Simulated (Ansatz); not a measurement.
## Run report: InGa23N24 (charge −1), geometry relaxation (part 1 of 3)

- system: InGa23N24 (defect cell, 48 atoms in the cell, total charge −1)
- method: DFT PBE, scalar-relativistic, plane waves, PAW, spin-polarised (Ansatz 0.2.0)

The structure derives from a Materials Project entry. It belongs to a series of runs on one base structure; here: In on a Ga site (b), charge -1, atoms relaxed at the host's cell.

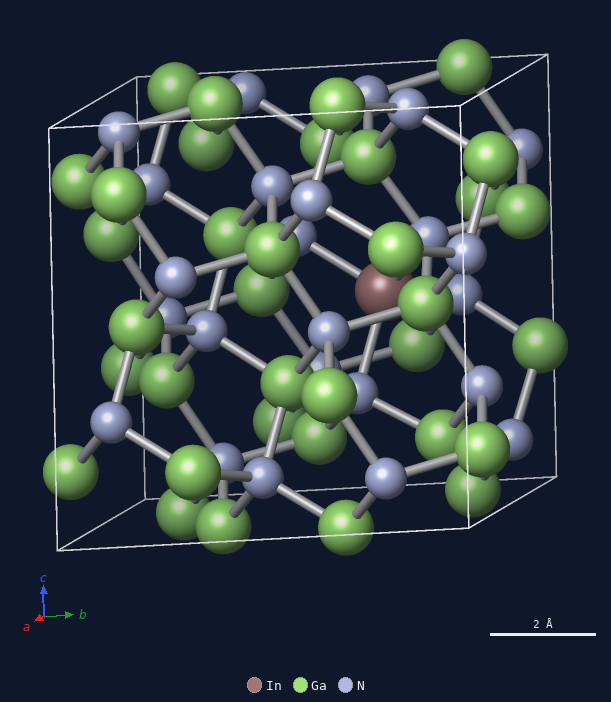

Figure 1. The structure as given in the input (ball-and-stick view of the cell of the calculation, seen slightly off an axis). Near neighbours in the crystal (not all of them lie inside the picture): In has 4 N at 2.12 to 2.13 Å; Ga has 4 N at 1.94 to 1.99 Å; N has 3 Ga at 1.94 to 1.95 Å and 1 In at 2.12 to 2.13 Å; N has 4 Ga at 1.95 to 1.99 Å.

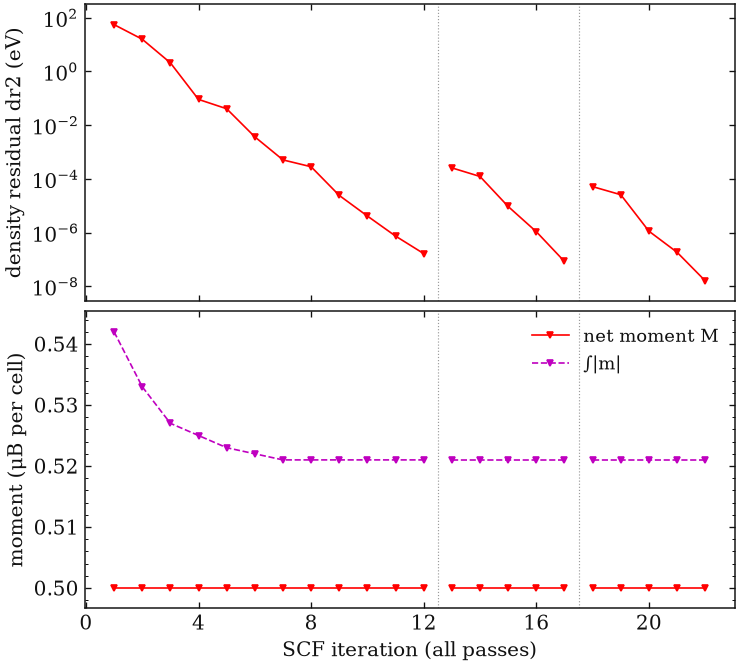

Figure 2. Convergence of the self-consistent field: density residual dr2 and magnetic moment against the SCF iteration. The dotted lines part the SCF passes of the relaxation: geometry steps, rejected trials and re-solves on a re-selected basis. The passes take 12, 5 and 5 iterations. The net moment stays at 0.5 μB per cell.

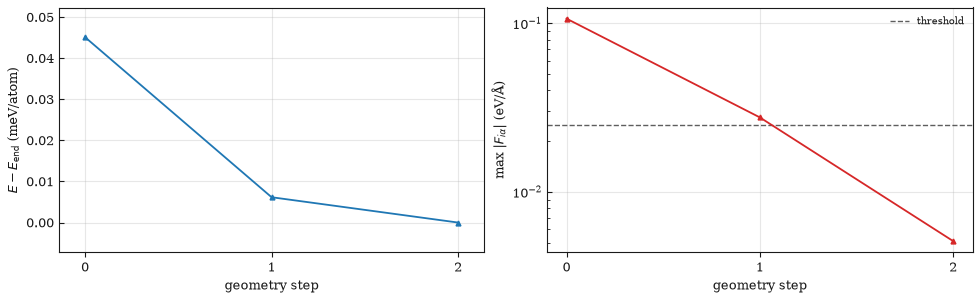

Figure 3. Progress of the relaxation, step by step (the first geometry is step 0 here and step 1 in the log). The largest move is that of N25, 0.008 Å. By element the largest moves are N 0.008 Å, In 0.003 Å, Ga 0.003 Å. The lattice vectors keep their values. Among the contacts that change: In1–N37 2.123 → 2.130 Å, In1–N25 2.129 → 2.135 Å. After 2 geometry steps the energy has fallen by next to nothing (0.0 meV per atom). Largest force component: 0.11 eV/Å at the start, 0.0051 eV/Å at the end. (Atoms are counted from 1 in the order of the input.)

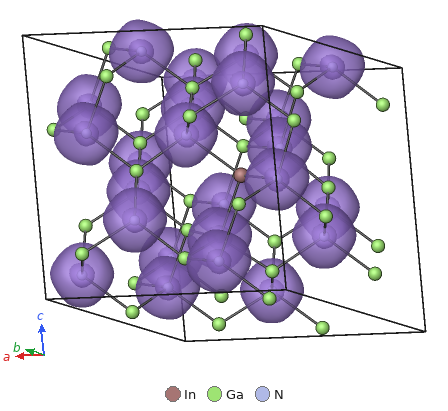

Figure 4. Isosurface of the ELF at 0.6 (purple), seen at an oblique angle. Only the valence region is drawn (cores and ρ < 0.01 e/Å³ removed). Sticks mark near contacts. The outline is the calculation cell. Values along the shortest contacts: Ga–N (1.94 Å): the ELF is about 0.45 at the midpoint. In–N (2.13 Å): the ELF is about 0.25 at the midpoint; no shared pair; the contact is polar. Core electrons are frozen (PAW), so the fields are smoothed inside the atomic spheres.

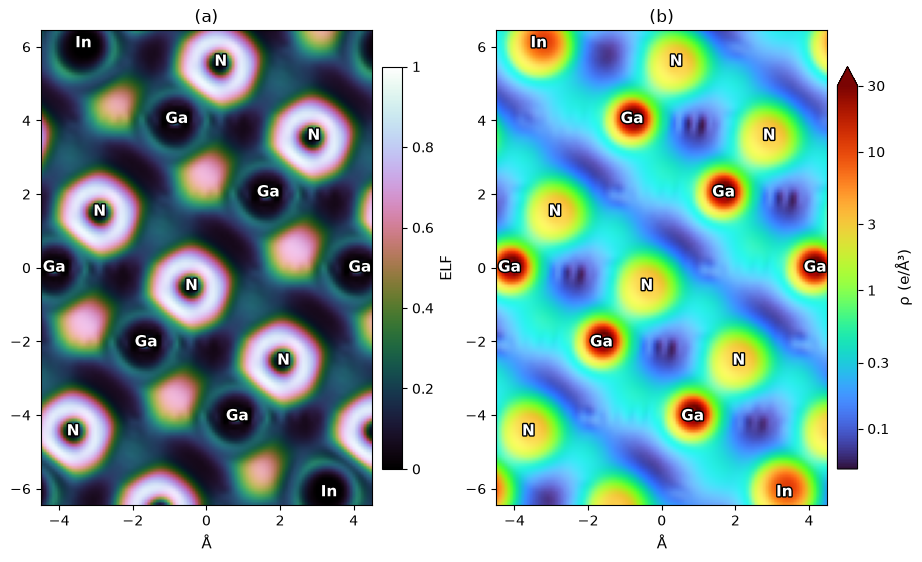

Figure 5. (a) electron localisation function; (b) valence electron density on the (011̄) plane of the calculation cell. Atoms in the plane: In, Ga and N. Ga–N (1.97 Å): ρ is about 0.71 e/Å³ halfway; the ELF is about 0.45 at the midpoint. Ga–N (1.98 Å): ρ at the midpoint is about 0.7 e/Å³; the ELF is about 0.45 at the midpoint. Away from the nuclei the density in this plane falls to 0.05 e/Å³ at its lowest.

The input that produced these results follows, with the program's output.

Input file:
```yaml
crystal:
  lattice:
    - [-3.2183708174, 5.5743817732, 5.2431684262]
    - [-3.2183708173, -5.5743817732, 5.2431684262]
    - [6.4367416346, 1.0e-10, 5.2431684262]
  atoms:
    - { symbol: In, position: [0.332411895, 0.6657452283, 0.4990785616], spin: 0.2 }
    - { symbol: Ga, position: [0.6689476297, 0.4976789123, 0.3301027142] }
    - { symbol: Ga, position: [0.9968884978, 0.8359452654, 0.6679174792] }
    - { symbol: Ga, position: [0.164345579, 0.4967693809, 0.8356142964] }
    - { symbol: Ga, position: [0.5026119321, 0.8345841459, 0.1635551645] }
    - { symbol: Ga, position: [0.1634360476, 1.002280963, 0.3310122456] }
    - { symbol: Ga, position: [0.5012508125, 0.3302218311, 0.6692785988] }
    - { symbol: Ga, position: [0.8339772001, 0.6663601741, 0.9987334769] }
    - { symbol: Ga, position: [0.8320668102, 0.1673105334, 0.4996935075] }
    - { symbol: Ga, position: [0.3330268408, 0.1654001435, 1.0006438668] }
    - { symbol: Ga, position: [0.6665196064, 0.9998529398, 0.8331862731] }
    - { symbol: Ga, position: [1.0003626706, 0.3336960039, 0.1670293373] }
    - { symbol: Ga, position: [0.6697392025, 0.8352888488, 0.5005128533] }
    - { symbol: Ga, position: [0.9954193016, 0.6670233448, 0.3311646545] }
    - { symbol: Ga, position: [0.3338461866, 1.0030725359, 0.6686221822] }
    - { symbol: Ga, position: [0.5019555155, 0.6671795199, 0.8364058692] }
    - { symbol: Ga, position: [0.8331097156, 1.0004616609, 0.1659490676] }
    - { symbol: Ga, position: [0.4992379039, 0.1659951412, 0.3334266807] }
    - { symbol: Ga, position: [0.8326618079, 0.5000933474, 0.6659045706] }
    - { symbol: Ga, position: [0.166760014, 0.8325712373, 0.9993284746] }
    - { symbol: Ga, position: [0.1644979878, 0.3287526349, 0.5003566782] }
    - { symbol: Ga, position: [0.6671283276, 0.3326157343, 0.9997763822] }
    - { symbol: Ga, position: [0.999282401, 0.1664430489, 0.8337949942] }
    - { symbol: Ga, position: [0.3336900115, 0.4978313211, 0.1620859683] }
    - { symbol: "N", position: [0.4677918104, 0.8011251437, 0.6344584771], spin: 0.2 }
    - { symbol: "N", position: [0.7896237244, 0.6246405621, 0.4583226674] }
    - { symbol: "N", position: [0.1258007207, 0.9592119104, 0.7921491173] }
    - { symbol: "N", position: [0.2913072287, 0.624989334, 0.956290391] }
    - { symbol: "N", position: [0.6258785771, 0.9588157839, 0.2924673874] }
    - { symbol: "N", position: [0.2916560007, 0.1229570577, 0.4579738954] }
    - { symbol: "N", position: [0.6254824506, 0.459134054, 0.7925452437] }
    - { symbol: "N", position: [0.9583314893, 0.7925711768, 0.1234924943] }
    - { symbol: "N", position: [0.9568258276, 0.2916648226, 0.6259045101] }
    - { symbol: "N", position: [0.4592378434, 0.2901591609, 0.1249981559] }
    - { symbol: "N", position: [0.7919719402, 0.1253052736, 0.9586386069] }
    - { symbol: "N", position: [0.1265881364, 0.4599214697, 0.2932548031] }
    - { symbol: "N", position: [0.4682358187, 0.6219650276, 0.2748880749], spin: 0.2 }
    - { symbol: "N", position: [0.7947057749, 0.4580803744, 0.1233378508] }
    - { symbol: "N", position: [0.1082214082, 0.801569152, 0.4552983609], spin: 0.2 }
    - { symbol: "N", position: [0.2886316942, 0.4415547415, 0.6349024854], spin: 0.2 }
    - { symbol: "N", position: [0.6284082234, 0.7930652313, 0.9583667055] }
    - { symbol: "N", position: [0.2922273424, 0.9573997807, 0.1256501486] }
    - { symbol: "N", position: [0.6240664474, 0.2923168153, 0.4588940091] }
    - { symbol: "N", position: [0.958983482, 0.6255606758, 0.7907331141] }
    - { symbol: "N", position: [0.9566711841, 0.1280391082, 0.2914137078] }
    - { symbol: "N", position: [0.459731898, 0.1250333722, 0.79507489] }
    - { symbol: "N", position: [0.7917000389, 0.9617415567, 0.6263985647] }
    - { symbol: "N", position: [0.1247470411, 0.2900045175, 0.9613724416] }
  host:
    lattice:
      - [3.2183708173, 0.0, 0.0]
      - [-1.6091854087, 2.7871908866, 0.0]
      - [0.0, 0.0, 5.2431684262]
    atoms:
      - { symbol: Ga, position: [0.6666666667, 0.3333333333, 0.4991348648] }
      - { symbol: Ga, position: [0.3333333333, 0.6666666667, 0.9991348648] }
      - { symbol: "N", position: [0.6666666667, 0.3333333333, 0.8758651352] }
      - { symbol: "N", position: [0.3333333333, 0.6666666667, 0.3758651352] }
total_charge: -1
basis:
  ecutwfc: 420
  xc_grid: 2
kpoints:
  mp_grid: { grid: [2, 2, 2], shift: [0.5, 0.5, 0.5] }
hamiltonian:
  xc: pbe
scf:
  occupations: { method: gaussian, width: 0.01 }
output:
  forces: true
  stress: false
  eigenvalues: true
  populations: true
  charged_corrections:
    defect_position: [0.33304495, 0.66637829, 0.49971162]
    epsilon: [[10.4928, 0.0, 0.0], [0.0, 10.4928, 0.0], [0.0, 0.0, 11.6882]]
  write_density: true
  write_potential: true
  elf: true
  volumetric_format: npy
magnetization:
  spin_polarized: true
relax:
  adjacent_minimum: "off"
  f_tol: 0.025
  max_steps: 45
```

Command:
```bash
ansatz run input.yaml --threads 4 --pin off --max-ram 6144MiB --backend cpu --events-out ev --progress --plain --runs-dir out
```

What the program printed:
```
Engine: ansatz 0.2.0, aarch64-unknown-linux-gnu
Pseudopotentials: kind: paw
Pseudopotential: In, paw, valence charge 13, recommended cutoff 420 eV (normal), In.paw.azcp
Pseudopotential: Ga, paw, valence charge 13, recommended cutoff 420 eV (normal), Ga.paw.azcp
Pseudopotential: N, paw, valence charge 5, recommended cutoff 420 eV (normal), N.paw.azcp
Functional definition: PBE
  parameter kappa = 0.804
  parameter beta = 0.06672455060314922
  exchange = pbe_x(kappa = kappa, mu = beta*pi^2/3)
  correlation = pbe_c(beta = beta)
Crystal: 48 atoms, lattice volume = 564.388 Å³
Basis set: ecut = 420 eV, 11057 PW (Γ), exchange–correlation on 120×120×120 points (8 copies of the dense FFT grid, shifted against one another)
Bands: 265, of which v1, the nominal top of the filled ones, is band 217 counted from 1 (216 counted from 0)
Symmetry: 3 space group operations
Space group: R3 (ITA 146), of the structure as read, at distance tolerance 8.3e-5 Å
Magnetic group: BNS 146.10 (UNI 1240), of the structure as read, at distance tolerance 8.3e-5 Å
k-points: 2 of 8 (time reversal used)
Non-local potential: In, projectors of the file, l = 0: 2, l = 1: 2, l = 2: 2, l = 3: 2
Non-local potential: Ga, projectors of the file, l = 0: 2, l = 1: 2, l = 2: 3, l = 3: 1
Non-local potential: N, projectors of the file, l = 0: 2, l = 1: 2, l = 2: 1
PAW form: soft (Blöchl's): semilocal exchange-correlation on the pseudo side does not see the compensation charge
PAW one-centre angular grid: In, 590 points (default); XC on 64 Gauss nodes
PAW one-centre angular grid: Ga, 590 points (default); XC on 64 Gauss nodes
PAW one-centre angular grid: N, 110 points (default); XC on 64 Gauss nodes
Initial density: superposition of atomic densities (chi_scale 0.1, normalization cell, long waves kept (reshape's long-wave potential 0.06 eV rms))
Starting moments: Σ|m| = 1 μB on 5 of 48 sites
Initial wavefunctions: pseudopotential atomic-orbital guess
Functional: x = pbe(κ = 0.804, μ = 0.2195149727645171), c = pbe(β = 0.06672455060314922)
SCF iter   1: F=—  HF=-101845.362591 eV  |F-HF|=—  |Δ(HF+E_count)|=         —  Δρ=4.94e-2 (↑4.77e-2 ↓4.94e-2)  dr2=5.56e1  dr2_m=7.49e-2  M=0.500 μB ∫|m|=0.542 μB  β_m=0.30  ethr=3.10e-3  ⟨swp⟩=6.0  Hψ=3583  notcnv=0
preconditioner: auto → Resta (q_TF=auto, 2.610 Å⁻¹)  ε∞=4.9  [insulator: Δε(μ)=0.037 eV  Ē_g=16.489 eV  σ=0.010 eV  W_gap=0.67  n_scr=166 (ndim 8)  ℏωp=32.5 eV  f_vac=0.000  D(μ)=38.57/eV (n_scr^D=412)  ε∞_Penn≈4.9]
spin=Collinear: Resta preconditioning applied to the charge; magnetization (m = ρ↑ − ρ↓) channel mixes plain (no charge-response kernel on spin).
SCF iter   2: F=—  HF=-101834.423166 eV  |F-HF|=—  |Δ(HF+E_count)|=    1.09e1  Δρ=2.80e-2 (↑2.69e-2 ↓2.80e-2)  dr2=1.59e1  dr2_m=4.00e-2  M=0.500 μB ∫|m|=0.533 μB  β_m=0.30  ethr=3.10e-3  ⟨swp⟩=2.0  Hψ=1494  notcnv=0  defer=168
SCF iter   3: F=—  HF=-101831.084092 eV  |F-HF|=—  |Δ(HF+E_count)|=    3.34e0  Δρ=1.37e-2 (↑1.35e-2 ↓1.37e-2)  dr2=2.10e0  dr2_m=2.22e-2  M=0.500 μB ∫|m|=0.527 μB  β_m=0.30  ethr=3.10e-3  ⟨swp⟩=2.5  Hψ=1774  notcnv=0  defer=168
SCF iter   4: F=—  HF=-101830.864959 eV  |F-HF|=—  |Δ(HF+E_count)|=   2.19e-1  Δρ=2.78e-3 (↑2.77e-3 ↓2.78e-3)  dr2=9.11e-2  dr2_m=1.22e-2  M=0.500 μB ∫|m|=0.525 μB  β_m=0.30  ethr=4.84e-4  ⟨swp⟩=2.0  Hψ=1239  notcnv=0  defer=174
SCF iter   5: F=—  HF=-101830.889762 eV  |F-HF|=—  |Δ(HF+E_count)|=   2.48e-2  Δρ=2.24e-3 (↑2.24e-3 ↓2.16e-3)  dr2=4.09e-2  dr2_m=6.86e-3  M=0.500 μB ∫|m|=0.523 μB  β_m=0.30  ethr=2.10e-5  ⟨swp⟩=3.0  Hψ=1771  notcnv=0  defer=174
SCF iter   6: F=—  HF=-101830.925820 eV  |F-HF|=—  |Δ(HF+E_count)|=   3.61e-2  Δρ=1.02e-3 (↑1.02e-3 ↓9.52e-4)  dr2=3.68e-3  dr2_m=3.90e-3  M=0.500 μB ∫|m|=0.522 μB  β_m=0.30  ethr=9.45e-6  ⟨swp⟩=2.0  Hψ=1772  notcnv=0  defer=174
SCF iter   7: F=—  HF=-101830.927451 eV  |F-HF|=—  |Δ(HF+E_count)|=   1.63e-3  Δρ=6.99e-4 (↑6.78e-4 ↓6.99e-4)  dr2=5.09e-4  dr2_m=2.25e-3  M=0.500 μB ∫|m|=0.521 μB  β_m=0.30  ethr=8.49e-7  ⟨swp⟩=2.0  Hψ=1772  notcnv=0  defer=174
Mixer restart at iter 7: flushing history
spin-set hold released at iteration 7 (site moments contracting): the magnetisation degrees of freedom join the quasi-Newton model from the next iteration; the mixer history was flushed
SCF iter   8: F=—  HF=-101830.928324 eV  |F-HF|=—  |Δ(HF+E_count)|=   8.73e-4  Δρ=5.34e-4 (↑5.17e-4 ↓5.34e-4)  dr2=2.83e-4  dr2_m=1.32e-3  M=0.500 μB ∫|m|=0.521 μB  β_m=0.65  ethr=1.18e-7  ⟨swp⟩=2.0  Hψ=1277  notcnv=0  defer=174
SCF iter   9: F=—  HF=-101830.929706 eV  |F-HF|=—  |Δ(HF+E_count)|=   1.38e-3  Δρ=7.61e-5 (↑7.61e-5 ↓5.43e-5)  dr2=2.42e-5  dr2_m=1.62e-5  M=0.500 μB ∫|m|=0.521 μB  β_m=0.67  ethr=6.54e-8  ⟨swp⟩=2.5  Hψ=1769  notcnv=0  defer=174
SCF iter  10: F=—  HF=-101830.929726 eV  |F-HF|=—  |Δ(HF+E_count)|=   2.05e-5  Δρ=2.95e-5 (↑1.92e-5 ↓2.95e-5)  dr2=4.13e-6  dr2_m=2.40e-6  M=0.500 μB ∫|m|=0.521 μB  β_m=0.70  ethr=3.61e-9  ⟨swp⟩=17.0  Hψ=10527  notcnv=0
SCF iter  11: F=—  HF=-101830.929730 eV  |F-HF|=—  |Δ(HF+E_count)|=   4.32e-6  Δρ=7.47e-6 (↑7.47e-6 ↓7.25e-6)  dr2=7.41e-7  dr2_m=1.31e-7  M=0.500 μB ∫|m|=0.521 μB  β_m=0.75  ethr=9.53e-10  ⟨swp⟩=9.2  Hψ=8682  notcnv=0
SCF iter  12: F=-101830.929731 eV  HF=-101830.929731 eV  |F-HF|=2.13e-8  |Δ(HF+E_count)|=   7.87e-7  Δρ=2.68e-6 (↑2.58e-6 ↓2.68e-6)  dr2=1.65e-7  dr2_m=1.51e-9  M=0.500 μB ∫|m|=0.521 μB  ethr=1.71e-10  ⟨swp⟩=7.8  Hψ=5754  notcnv=0
SCF 1 converged in 12 iterations: F = -101830.929731 eV  dr2 = 1.65e-7
  greatest PAW one-centre occupation: 0.995 electrons in one spin orbital (limit 2), on the Ga atom at site 4 (counted from 0), in its partial waves of l = 2
relax step   1: F+E_penalty+E_count = -101830.92973127 eV  Δ(F+E_penalty+E_count) = +0.000e0 eV  max|allowed force component| = 1.066e-1 eV/Å  Δτ_max = 0.0000 Å  (12 SCF iters, dr2 threshold 1.56e-5 eV, accepted)
Initial density: handed on by an earlier stage of this run
Starting moments: Σ|m| = 1 μB on 5 of 48 sites; this step starts from the density that it was given
Initial wavefunctions: those handed on with the density
iter 1 solved again at ethr=5.66e-8 eV; its pass at ethr=3.10e-3 eV (dr2=2.45e-4 eV) is discarded
SCF iter   1: F=—  HF=-101830.931645 eV  |F-HF|=—  |Δ(HF+E_count)|=         —  Δρ=1.59e-4 (↑1.40e-4 ↓1.59e-4)  dr2=2.57e-4  dr2_m=7.65e-6  M=0.500 μB ∫|m|=0.521 μB  β_m=0.30  ethr=5.66e-8  ⟨swp⟩=2.0  Hψ=3037  notcnv=0  defer=174
preconditioner: auto → Resta (q_TF=auto, 2.610 Å⁻¹)  ε∞=4.9  [insulator: Δε(μ)=0.031 eV  Ē_g=16.425 eV  σ=0.010 eV  W_gap=0.67  n_scr=166 (ndim 8)  ℏωp=32.5 eV  f_vac=0.007  D(μ)=38.59/eV (n_scr^D=412)  ε∞_Penn≈4.9]
spin=Collinear: Resta preconditioning applied to the charge; magnetization (m = ρ↑ − ρ↓) channel mixes plain (no charge-response kernel on spin).
SCF iter   2: F=—  HF=-101830.931618 eV  |F-HF|=—  |Δ(HF+E_count)|=   2.66e-5  Δρ=1.11e-4 (↑9.97e-5 ↓1.11e-4)  dr2=1.23e-4  dr2_m=4.48e-6  M=0.500 μB ∫|m|=0.521 μB  β_m=0.62  ethr=5.66e-8  ⟨swp⟩=1.8  Hψ=893  notcnv=0  defer=174
SCF iter   3: F=—  HF=-101830.931602 eV  |F-HF|=—  |Δ(HF+E_count)|=   1.63e-5  Δρ=2.26e-5 (↑2.24e-5 ↓2.26e-5)  dr2=9.38e-6  dr2_m=1.86e-7  M=0.500 μB ∫|m|=0.521 μB  β_m=0.61  ethr=2.85e-8  ⟨swp⟩=2.0  Hψ=1504  notcnv=0  defer=174
SCF iter   4: F=—  HF=-101830.931601 eV  |F-HF|=—  |Δ(HF+E_count)|=   7.12e-7  Δρ=7.44e-6 (↑7.44e-6 ↓6.18e-6)  dr2=1.08e-6  dr2_m=1.20e-8  M=0.500 μB ∫|m|=0.521 μB  β_m=0.81  ethr=2.17e-9  ⟨swp⟩=2.0  Hψ=1745  notcnv=0  defer=174
SCF iter   5: F=-101830.931601 eV  HF=-101830.931601 eV  |F-HF|=4.96e-8  |Δ(HF+E_count)|=   6.81e-8  Δρ=1.81e-6 (↑1.79e-6 ↓1.81e-6)  dr2=8.41e-8  dr2_m=6.45e-11  M=0.500 μB ∫|m|=0.521 μB  ethr=1.64e-10  ⟨swp⟩=12.5  Hψ=6915  notcnv=0
SCF 2 converged in 5 iterations: F = -101830.931601 eV  dr2 = 8.41e-8
  greatest PAW one-centre occupation: 0.995 electrons in one spin orbital (limit 2), on the Ga atom at site 3 (counted from 0), in its partial waves of l = 2
relax step   2: F+E_penalty+E_count = -101830.93160111 eV  Δ(F+E_penalty+E_count) = -1.870e-3 eV  max|allowed force component| = 2.765e-2 eV/Å  Δτ_max = 0.0062 Å  (5 SCF iters, dr2 threshold 7.10e-7 eV, accepted)
```
